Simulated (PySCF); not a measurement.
G0W0 calculation of MgS

- system: MgS (Fm-3m, 2 atoms in the cell)
- method: Kohn-Sham DFT of a periodic cell in Gaussian orbitals, r2SCAN, DZVP-MOLOPT-SR/GTH-PADE, G0W0, no spin polarisation (PySCF 2.14.0)

The structure derives from an entry of the Crystallography Open Database.

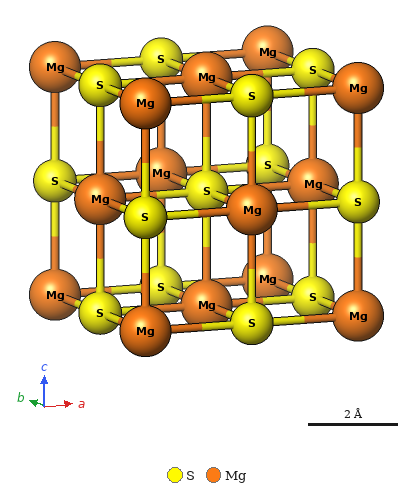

**Figure 1.** The structure as given in the input (ball-and-stick view of the cell 4 times as large as that of the calculation, set on its symmetry axes, seen slightly off an axis). An atom can appear more than once, as a periodic image. Near neighbours in the periodic cell (some may lie outside the picture): S has 6 Mg at 2.60 Å; Mg has 6 S at 2.60 Å.

**Summary**

```json
{"quantity": "outcome", "value": "converged"}
{"quantity": "space group (tolerance 0.01 Å)", "value": "Fm-3m (225)"}
{"quantity": "electrons treated", "value": "16"}
{"quantity": "free energy", "value": "−2006.2208 eV"}
{"quantity": "total energy", "value": "−2006.2208 eV"}
{"quantity": "quasiparticle gap", "value": "4.48 eV"}
{"quantity": "Fermi energy", "value": "6.389 eV"}
{"quantity": "gap on the k-point mesh", "value": "3.12 eV"}
{"quantity": "hardware", "value": "4 threads of Arm Neoverse N1, 24 GiB of memory available, shared host"}
{"quantity": "wall time", "value": "99 s (CPU time 3.5 min)"}
{"quantity": "peak memory", "value": "0.6 GiB"}
```

**Notes**

Notes on the run: GW QP energies may not be sorted from min to max. Points of doubt noted for this run: coarse mesh; small mesh and basis. So coarse a mesh can miss the band edges, so the true gap of this method can be much smaller, or zero. The k-point mesh is coarse for a cell of this size, so the results may not be converged.

**Input file**
```python
import json
import numpy as np
from pyscf.pbc import gto, scf, dft, df
from pyscf.pbc.tools import pyscf_ase
import spglib
from ase import Atoms
from ase.io import read

conv = read('MgS.cif')
a, x, z = spglib.find_primitive((conv.cell[:], conv.get_scaled_positions(), conv.numbers), symprec=1e-4)
atoms = Atoms(z, cell=a, scaled_positions=x, pbc=True)
cell = pyscf_ase.cell_from_ase(atoms)
cell.basis = {'Mg': 'DZVP-MOLOPT-SR-GTH-q10', 'S': 'DZVP-MOLOPT-SR-GTH-q6'}
cell.pseudo = {'Mg': 'GTH-PADE-q10', 'S': 'GTH-PADE-q6'}
cell.ke_cutoff = 400  # hartree
cell.exp_to_discard = 0.02
cell.precision = 1e-08
cell.max_memory = 5040  # MB
cell.verbose = 4
cell.build()

res = {}
kpts = cell.make_kpts([2, 2, 2])
mf = dft.KRKS(cell, kpts, xc='r2scan')
mf = mf.density_fit()
mf.with_df._cderi = 'cderi.h5'  # three-centre integrals saved by an earlier run on this cell, basis and mesh
mf.conv_tol = 1e-08
mf.max_cycle = 60

mf.kernel()
res.update(converged=bool(mf.converged), e_tot=mf.e_tot, nelec=cell.nelectron, nao=cell.nao, mesh=list(map(int, cell.mesh)), a=cell.lattice_vectors().tolist(), coords=cell.atom_coords().tolist(),
           mo_energy=[np.real(x).tolist() for x in mf.mo_energy], mo_occ=[np.real(x).tolist() for x in mf.mo_occ])
import h5py
print('fit functions by k pair:', sorted({v['0'].shape[0] for v in h5py.File(mf.with_df._cderi)['j3c'].values()}))
res.update(kpts=cell.get_scaled_kpts(kpts).tolist())
res['parts'] = {k: float(np.real(v)) for k, v in mf.scf_summary.items() if np.isscalar(v)}
json.dump(res, open('results.json', 'w'))
if not mf.converged:
    raise SystemExit('SCF not converged')

print('levels (eV)')
for i, kp in enumerate(res['kpts'][:40]):
    print('k %7.4f %7.4f %7.4f  ' % tuple(kp), ' '.join('%.3f' % (x * 27.211386) for x in res['mo_energy'][i][:13]))

# Mulliken populations
dm, s = np.asarray(mf.make_rdm1()), np.asarray(mf.get_ovlp())
sites = cell.aoslice_by_atom()[:, 2:]
tot = np.einsum('kij,kji->i', dm, s).real / len(kpts)
res['mulliken'] = [cell.atom_charge(i) - tot[a0:a1].sum() for i, (a0, a1) in enumerate(sites)]
print('Mulliken charges', np.round(res['mulliken'], 5))

from pyscf.pbc.gw.krgw_ac import KRGWAC
gw = KRGWAC(mf)
gw.fc = True
orbs = list(range(5, 11))
gw.kernel(orbs=orbs)
res['orbs'] = orbs
res['qp'] = np.asarray(gw.mo_energy).real.tolist()
res['done'] = True
json.dump(res, open('results.json', 'w'))
```

**File MgS.cif**
```
data_MgS
_cell_length_a 5.20330000
_cell_length_b 5.20330000
_cell_length_c 5.20330000
_cell_angle_alpha 90.00000000
_cell_angle_beta 90.00000000
_cell_angle_gamma 90.00000000
_space_group_name_H-M_alt 'Fm-3m'
_space_group_name_Hall '-F 4 2 3'
_space_group_IT_number 225
loop_
_space_group_symop_operation_xyz
'x,y,z'
'-x,-y,-z'
'-y,x,z'
'y,-x,-z'
'-x,-y,z'
'x,y,-z'
'y,-x,z'
'-y,x,-z'
'x,-y,-z'
'-x,y,z'
'-y,-x,-z'
'y,x,z'
'-x,y,-z'
'x,-y,z'
'y,x,-z'
'-y,-x,z'
'z,x,y'
'-z,-x,-y'
'z,-y,x'
'-z,y,-x'
'z,-x,-y'
'-z,x,y'
'z,y,-x'
'-z,-y,x'
'-z,x,-y'
'z,-x,y'
'-z,-y,-x'
'z,y,x'
'-z,-x,y'
'z,x,-y'
'-z,y,x'
'z,-y,-x'
'y,z,x'
'-y,-z,-x'
'x,z,-y'
'-x,-z,y'
'-y,z,-x'
'y,-z,x'
'-x,z,y'
'x,-z,-y'
'-y,-z,x'
'y,z,-x'
'-x,-z,-y'
'x,z,y'
'y,-z,-x'
'-y,z,x'
'x,-z,y'
'-x,z,-y'
'x,y+1/2,z+1/2'
'-x,-y+1/2,-z+1/2'
'-y,x+1/2,z+1/2'
'y,-x+1/2,-z+1/2'
'-x,-y+1/2,z+1/2'
'x,y+1/2,-z+1/2'
'y,-x+1/2,z+1/2'
'-y,x+1/2,-z+1/2'
'x,-y+1/2,-z+1/2'
'-x,y+1/2,z+1/2'
'-y,-x+1/2,-z+1/2'
'y,x+1/2,z+1/2'
'-x,y+1/2,-z+1/2'
'x,-y+1/2,z+1/2'
'y,x+1/2,-z+1/2'
'-y,-x+1/2,z+1/2'
'z,x+1/2,y+1/2'
'-z,-x+1/2,-y+1/2'
'z,-y+1/2,x+1/2'
'-z,y+1/2,-x+1/2'
'z,-x+1/2,-y+1/2'
'-z,x+1/2,y+1/2'
'z,y+1/2,-x+1/2'
'-z,-y+1/2,x+1/2'
'-z,x+1/2,-y+1/2'
'z,-x+1/2,y+1/2'
'-z,-y+1/2,-x+1/2'
'z,y+1/2,x+1/2'
'-z,-x+1/2,y+1/2'
'z,x+1/2,-y+1/2'
'-z,y+1/2,x+1/2'
'z,-y+1/2,-x+1/2'
'y,z+1/2,x+1/2'
'-y,-z+1/2,-x+1/2'
'x,z+1/2,-y+1/2'
'-x,-z+1/2,y+1/2'
'-y,z+1/2,-x+1/2'
'y,-z+1/2,x+1/2'
'-x,z+1/2,y+1/2'
'x,-z+1/2,-y+1/2'
'-y,-z+1/2,x+1/2'
'y,z+1/2,-x+1/2'
'-x,-z+1/2,-y+1/2'
'x,z+1/2,y+1/2'
'y,-z+1/2,-x+1/2'
'-y,z+1/2,x+1/2'
'x,-z+1/2,y+1/2'
'-x,z+1/2,-y+1/2'
'x+1/2,y,z+1/2'
'-x+1/2,-y,-z+1/2'
'-y+1/2,x,z+1/2'
'y+1/2,-x,-z+1/2'
'-x+1/2,-y,z+1/2'
'x+1/2,y,-z+1/2'
'y+1/2,-x,z+1/2'
'-y+1/2,x,-z+1/2'
'x+1/2,-y,-z+1/2'
'-x+1/2,y,z+1/2'
'-y+1/2,-x,-z+1/2'
'y+1/2,x,z+1/2'
'-x+1/2,y,-z+1/2'
'x+1/2,-y,z+1/2'
'y+1/2,x,-z+1/2'
'-y+1/2,-x,z+1/2'
'z+1/2,x,y+1/2'
'-z+1/2,-x,-y+1/2'
'z+1/2,-y,x+1/2'
'-z+1/2,y,-x+1/2'
'z+1/2,-x,-y+1/2'
'-z+1/2,x,y+1/2'
'z+1/2,y,-x+1/2'
'-z+1/2,-y,x+1/2'
'-z+1/2,x,-y+1/2'
'z+1/2,-x,y+1/2'
'-z+1/2,-y,-x+1/2'
'z+1/2,y,x+1/2'
'-z+1/2,-x,y+1/2'
'z+1/2,x,-y+1/2'
'-z+1/2,y,x+1/2'
'z+1/2,-y,-x+1/2'
'y+1/2,z,x+1/2'
'-y+1/2,-z,-x+1/2'
'x+1/2,z,-y+1/2'
'-x+1/2,-z,y+1/2'
'-y+1/2,z,-x+1/2'
'y+1/2,-z,x+1/2'
'-x+1/2,z,y+1/2'
'x+1/2,-z,-y+1/2'
'-y+1/2,-z,x+1/2'
'y+1/2,z,-x+1/2'
'-x+1/2,-z,-y+1/2'
'x+1/2,z,y+1/2'
'y+1/2,-z,-x+1/2'
'-y+1/2,z,x+1/2'
'x+1/2,-z,y+1/2'
'-x+1/2,z,-y+1/2'
'x+1/2,y+1/2,z'
'-x+1/2,-y+1/2,-z'
'-y+1/2,x+1/2,z'
'y+1/2,-x+1/2,-z'
'-x+1/2,-y+1/2,z'
'x+1/2,y+1/2,-z'
'y+1/2,-x+1/2,z'
'-y+1/2,x+1/2,-z'
'x+1/2,-y+1/2,-z'
'-x+1/2,y+1/2,z'
'-y+1/2,-x+1/2,-z'
'y+1/2,x+1/2,z'
'-x+1/2,y+1/2,-z'
'x+1/2,-y+1/2,z'
'y+1/2,x+1/2,-z'
'-y+1/2,-x+1/2,z'
'z+1/2,x+1/2,y'
'-z+1/2,-x+1/2,-y'
'z+1/2,-y+1/2,x'
'-z+1/2,y+1/2,-x'
'z+1/2,-x+1/2,-y'
'-z+1/2,x+1/2,y'
'z+1/2,y+1/2,-x'
'-z+1/2,-y+1/2,x'
'-z+1/2,x+1/2,-y'
'z+1/2,-x+1/2,y'
'-z+1/2,-y+1/2,-x'
'z+1/2,y+1/2,x'
'-z+1/2,-x+1/2,y'
'z+1/2,x+1/2,-y'
'-z+1/2,y+1/2,x'
'z+1/2,-y+1/2,-x'
'y+1/2,z+1/2,x'
'-y+1/2,-z+1/2,-x'
'x+1/2,z+1/2,-y'
'-x+1/2,-z+1/2,y'
'-y+1/2,z+1/2,-x'
'y+1/2,-z+1/2,x'
'-x+1/2,z+1/2,y'
'x+1/2,-z+1/2,-y'
'-y+1/2,-z+1/2,x'
'y+1/2,z+1/2,-x'
'-x+1/2,-z+1/2,-y'
'x+1/2,z+1/2,y'
'y+1/2,-z+1/2,-x'
'-y+1/2,z+1/2,x'
'x+1/2,-z+1/2,y'
'-x+1/2,z+1/2,-y'
loop_
_atom_site_label
_atom_site_type_symbol
_atom_site_symmetry_multiplicity
_atom_site_Wyckoff_symbol
_atom_site_fract_x
_atom_site_fract_y
_atom_site_fract_z
_atom_site_occupancy
S1 S 4 b 0.5000000000 0.0000000000 0.0000000000 1
Mg1 Mg 4 a 0.0000000000 0.0000000000 0.0000000000 1
```

Launch command:
```bash
OMP_NUM_THREADS=4 python -u run.py > log
```

**Log**
```
Discarded 0 diffused primitive functions, 0 contracted functions

PySCF version 2.14.0

[INPUT] verbose = 4
[INPUT] num. atoms = 2
[INPUT] num. electrons = 16
[INPUT] charge = 0
[INPUT] spin (= nelec alpha-beta = 2S) = 0
[INPUT] symmetry False subgroup None
[INPUT] Mole.unit = angstrom
[INPUT] Symbol           X                Y                Z      unit          X                Y                Z       unit  Magmom
[INPUT]  1 S      2.601650000000   2.601650000000   2.601650000000 AA    4.916405971975   4.916405971975   4.916405971975 Bohr   0.0
[INPUT]  2 Mg     0.000000000000   0.000000000000   0.000000000000 AA    0.000000000000   0.000000000000   0.000000000000 Bohr   0.0

nuclear repulsion = -38.3567382637341
number of shells = 5
number of NR pGTOs = 64
number of NR cGTOs = 22
basis = {'Mg': 'DZVP-MOLOPT-SR-GTH-q10', 'S': 'DZVP-MOLOPT-SR-GTH-q6'}
ecp = {}
lattice vectors  a1 [0.000000000, 4.916405972, 4.916405972]
                 a2 [4.916405972, 0.000000000, 4.916405972]
                 a3 [4.916405972, 4.916405972, 0.000000000]
dimension = 3
low_dim_ft_type = None
Cell volume = 237.669
exp_to_discard = 0.02
rcut = 29.927093760901222 (nimgs = [6 6 6])
precision = 1e-08
pseudo = {'Mg': 'GTH-PADE-q10', 'S': 'GTH-PADE-q6'}
ke_cutoff = 400
    = [65 65 65] mesh (274625 PWs)

******** <class 'pyscf.pbc.dft.krks.KRKS'> ********
method = KRKS
initial guess = minao
damping factor = 0
level_shift factor = 0
DIIS = <class 'pyscf.scf.diis.CDIIS'>
diis_start_cycle = 1
diis_space = 8
diis_damp = 0
SCF conv_tol = 1e-08
SCF conv_tol_grad = None
SCF max_cycles = 60
direct_scf = True
direct_scf_tol = 1e-13

******** PBC SCF flags ********
N kpts = 8
Exchange divergence treatment (exxdiv) = ewald
    madelung (= occupied orbital energy shift) = 0.23314094179005954
    Total energy shift due to Ewald probe charge = -1/2 * Nelec*madelung = -1.86512753432
DF object = <pyscf.pbc.df.df.GDF object>
XC functionals = r2scan
small_rho_cutoff = 0
radial grids:
    Treutler-Ahlrichs [JCP 102, 346 (1995); DOI:10.1063/1.469408] (M4) radial grids

becke partition: Becke, JCP 88, 2547 (1988); DOI:10.1063/1.454033
pruning grids: <function nwchem_prune>
grids dens level: 3
symmetrized grids: False
atomic radii adjust function: <function treutler_atomic_radii_adjust>
Set gradient conv threshold to 0.0001

******** <class 'pyscf.pbc.df.rsdf_builder._RSNucBuilder'> ********
mesh = [11 11 11] (1331 PWs)
ke_cutoff = 10.208085031351267
omega = 0.4050861899678792
exclude_d_aux = False
exclude_dd_block = True
j2c_eig_always = False
has_long_range = True
tot grids = 37428
cell vol = 237.669366  sum(weights) = 237.813994
nelec by numeric integration = 16.000741838728445
init E= -73.6179800363538
  HOMO = 0.263596906363  LUMO = 0.336162196649  gap/eV = 1.97460
nelec by numeric integration = 16.000589631182955
cycle= 1 E= -73.720155172181  delta_E= -0.102  |g|= 0.364  |ddm|= 7.45
  HOMO = 0.21459556659  LUMO = 0.347684343997  gap/eV = 3.62153
nelec by numeric integration = 16.00048235095725
cycle= 2 E= -73.7239501651071  delta_E= -0.00379  |g|= 0.273  |ddm|=  1.4
  HOMO = 0.234692373954  LUMO = 0.34926620714  gap/eV = 3.11771
nelec by numeric integration = 16.00051667910791
cycle= 3 E= -73.7272556224081  delta_E= -0.00331  |g|= 0.0028  |ddm|= 0.436
  HOMO = 0.23477843915  LUMO = 0.349375355764  gap/eV = 3.11834
nelec by numeric integration = 16.00051654143347
cycle= 4 E= -73.7272558357286  delta_E= -2.13e-07  |g|= 0.000277  |ddm|= 0.0081
  HOMO = 0.234783093792  LUMO = 0.349382899978  gap/eV = 3.11842
nelec by numeric integration = 16.000516550866102
cycle= 5 E= -73.7272558372183  delta_E= -1.49e-09  |g|= 3.71e-05  |ddm|= 0.000469
  HOMO = 0.234779945836  LUMO = 0.349382181617  gap/eV = 3.11849
```

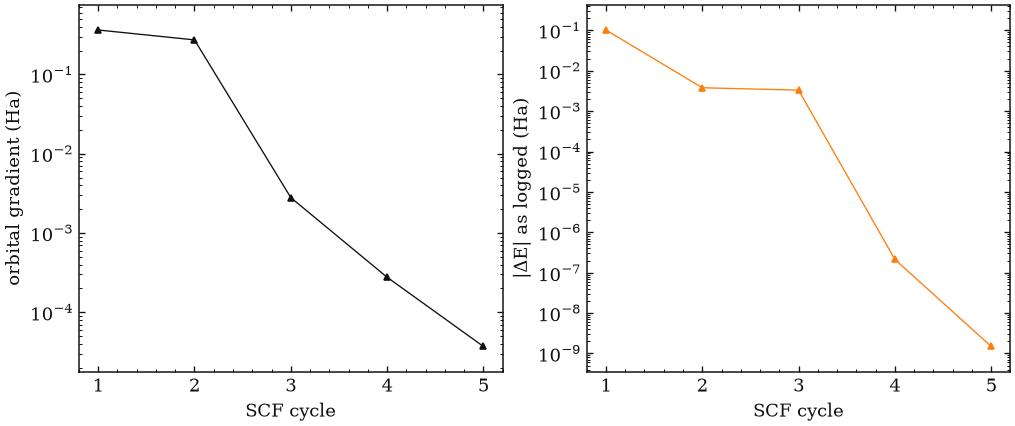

**Figure 2.** Convergence of the self-consistent field: orbital gradient and size of the energy change against the SCF cycle. The residual falls at every step.

```
nelec by numeric integration = 16.00051654438265
Extra cycle  E= -73.7272558372465  delta_E= -2.82e-11  |g|= 1.84e-05  |ddm|= 9.02e-05
converged SCF energy = -73.7272558372465
fit functions by k pair: [215]
levels (eV)
k  0.0000  0.0000  0.0000   -72.603 -37.580 -37.580 -37.580 -6.778 6.389 6.389 6.389 10.658 21.021 21.021 21.021 22.316
k -0.0000 -0.0000  0.5000   -72.602 -37.586 -37.581 -37.581 -5.371 1.380 5.841 5.841 11.844 14.215 14.215 17.655 24.974
k  0.0000  0.5000 -0.0000   -72.602 -37.586 -37.581 -37.581 -5.371 1.380 5.841 5.841 11.844 14.215 14.215 17.655 24.974
k  0.0000  0.5000  0.5000   -72.602 -37.586 -37.582 -37.582 -4.909 1.985 4.603 4.603 9.507 19.932 20.183 21.257 21.257
k  0.5000  0.0000  0.0000   -72.602 -37.586 -37.581 -37.581 -5.371 1.380 5.841 5.841 11.844 14.215 14.215 17.655 24.974
k  0.5000  0.0000  0.5000   -72.602 -37.586 -37.582 -37.582 -4.909 1.985 4.603 4.603 9.507 19.932 20.183 21.257 21.257
k  0.5000  0.5000  0.0000   -72.602 -37.586 -37.582 -37.582 -4.909 1.985 4.603 4.603 9.507 19.932 20.183 21.257 21.257
k  0.5000  0.5000  0.5000   -72.602 -37.586 -37.581 -37.581 -5.371 1.380 5.841 5.841 11.844 14.215 14.215 17.655 24.975
Mulliken charges [-1.13582  1.13582]

******** <class 'pyscf.pbc.gw.krgw_ac.KRGWAC'> ********
method = KRGWAC
GW nocc = 8, nvir = 14, nkpts = 8
orbital list = [5, 6, 7, 8, 9, 10]
off-diagonal self-energy = False
GW density matrix = False
density-fitting for exchange = False
outcore for self-energy= False
finite size corrections = True
grids for finite size corrections = False
broadening parameter = 5.000e-03
number of grids = 100
analytic continuation method = pade
imaginary frequency cutoff = 5.0
Pade points = 18
Pade step ratio = 0.667
use perturbative linearized QP eqn = False
QPE max iter = 100
QPE tolerance = 1.0e-06

WARN: GW QP energies may not be sorted from min to max
```
